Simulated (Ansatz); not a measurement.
**TaC (slab): density, localisation and related maps**

```cif
data_structure
_symmetry_space_group_name_H-M 'P 1'
_symmetry_Int_Tables_number 1
_cell_length_a 3.1393
_cell_length_b 4.4396
_cell_length_c 24.4179
_cell_angle_alpha 90.000
_cell_angle_beta 90.000
_cell_angle_gamma 90.000
_cell_volume 340.32
loop_
_atom_site_label
_atom_site_type_symbol
_atom_site_fract_x
_atom_site_fract_y
_atom_site_fract_z
_atom_site_occupancy
Ta1 Ta 0.50000 0.50000 0.31451 1
C1 C 0.50000 0.00000 0.30655 1
Ta2 Ta 0.00000 0.00000 0.36865 1
C2 C 0.00000 0.50000 0.37073 1
Ta3 Ta 0.50000 0.50000 0.43495 1
C3 C 0.50000 0.00000 0.43603 1
Ta4 Ta 0.00000 0.00000 0.50000 1
C4 C 0.00000 0.50000 0.50000 1
Ta5 Ta 0.50000 0.50000 0.56505 1
C5 C 0.50000 0.00000 0.56397 1
Ta6 Ta 0.00000 0.00000 0.63135 1
C6 C 0.00000 0.50000 0.62927 1
Ta7 Ta 0.50000 0.50000 0.68549 1
C7 C 0.50000 0.00000 0.69345 1
```

Computed without spin polarisation.

Computed with Ansatz 0.2.0, DFT PBEsol, scalar-relativistic, plane waves, PAW.

The density is the valence pseudo-density of a PAW calculation; it isn't the true density close to the nuclei.

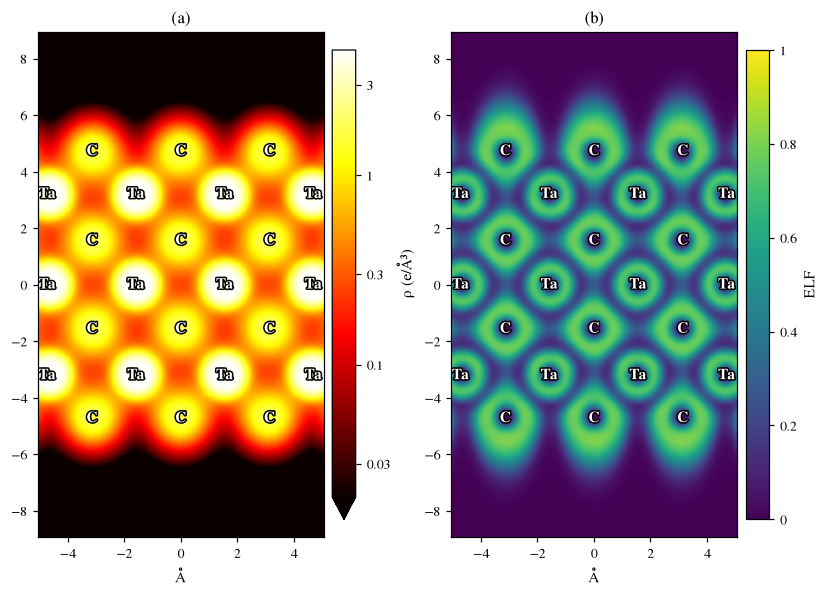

Figure 1. (a) valence charge density (pseudo); (b) electron localisation function on the (010) plane of the calculation cell, a cut from vacuum to vacuum.

> What does the map show?

The section cuts through C and Ta sites.
Ta–C (2.18 Å): ρ is about 0.66 e/Å³ halfway; the ELF peaks at about 0.75 in the valence shell of C, 0.7 Å from its nucleus, and is about 0.30 at the midpoint.
Ta–C (2.21 Å): ρ is about 0.59 e/Å³ halfway; the ELF peaks at about 0.75 in the valence shell of C, 0.7 Å from its nucleus, and is about 0.25 at the midpoint.
Ta–C (2.27 Å): ρ at the midpoint is about 0.53 e/Å³; the ELF peaks at about 0.75 in the valence shell of C, 0.7 Å from its nucleus, and is about 0.25 at the midpoint.
The density dies away to nearly zero in the vacuum.
The features right at Ta lie inside the PAW spheres, where the map follows smoothed inner orbitals and isn't to be read closely.

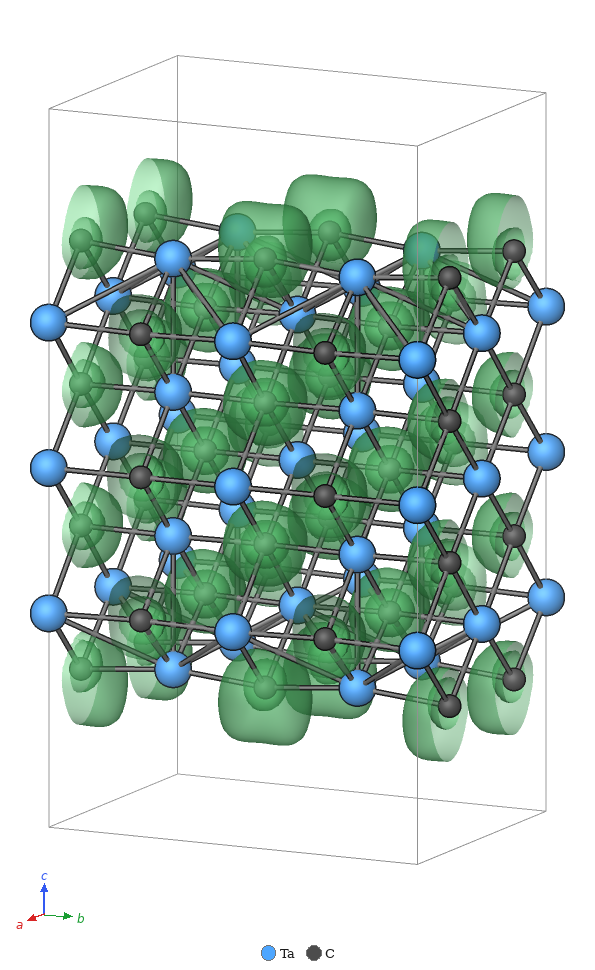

Figure 2. Isosurface of the electron localisation function at 0.7 (green), seen at an oblique angle. Only the valence region is drawn (cores and ρ < 0.01 e/Å³ removed). Sticks mark near contacts.

> Where are the electrons localised?

At this value the surface marks out seven regions wrapped around C (the valence shell of each), counted in one cell of 14 atoms. Counts are for one cell; the picture repeats the cell along the surface.


Ta–C (2.09 Å): the ELF peaks at about 0.75 in the valence shell of C, 0.7 Å from its nucleus, and is about 0.30 at the midpoint. Ta–Ta (2.94 Å): the ELF is about 0.35 at the midpoint.

> Metal or insulator at this level of theory?

It is metallic or semimetallic at this level of theory: no gap opens.
